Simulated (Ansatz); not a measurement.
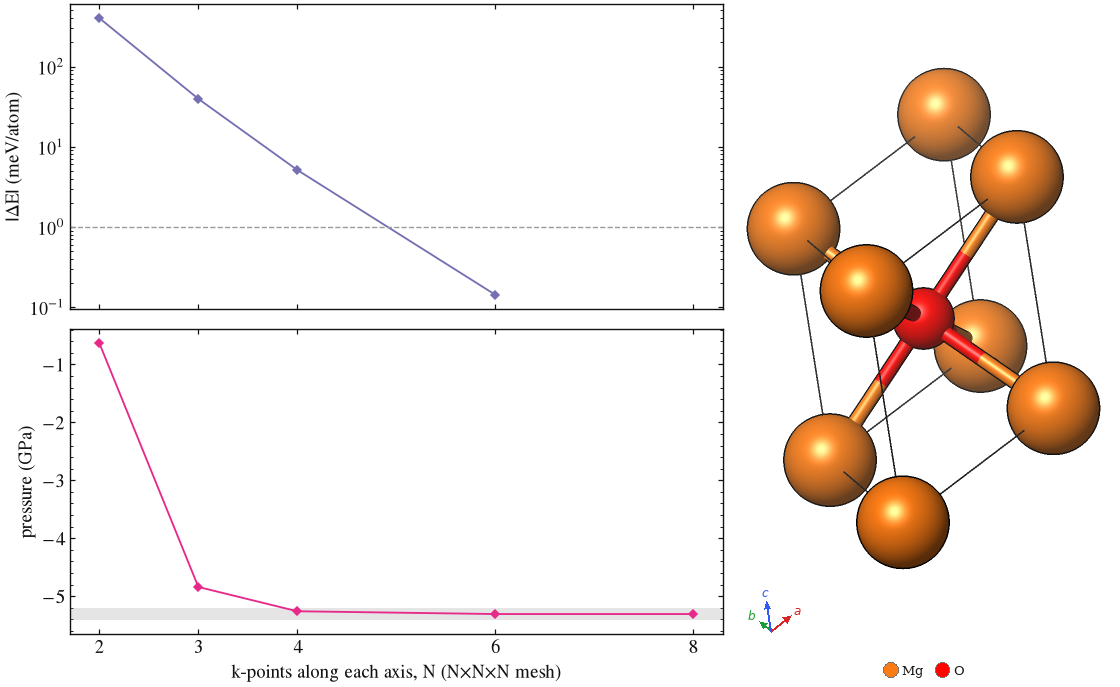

Beside the plot: the structure.

One cell, run at 5 values of the k-point mesh.
System: MgO (Fm-3m, 2 atoms in the cell).
Method: Ansatz, HSE06, plane waves, PAW datasets; cutoff 420 eV, Fermi–Dirac smearing of 0.02 eV.
ΔE is the free energy less its value at the densest setting, 8×8×8.
Dashed lines or grey bands mark the tolerance: 1 meV/atom and 0.1 GPa.

> What is enough for the free energy to 1 meV/atom?

The free energy is within 1 meV/atom of the densest setting's value from 6×6×6 on. It is off by 400 meV/atom at 2×2×2, 40 meV/atom at 3×3×3 and 5.1 meV/atom at 4×4×4 (always above it).

> And the pressure, to 0.1 GPa?

The pressure is within 0.1 GPa of the densest setting's value from 4×4×4 on. It is −0.6 GPa at 2×2×2, −4.8 GPa at 3×3×3 and −5.3 GPa at 8×8×8.
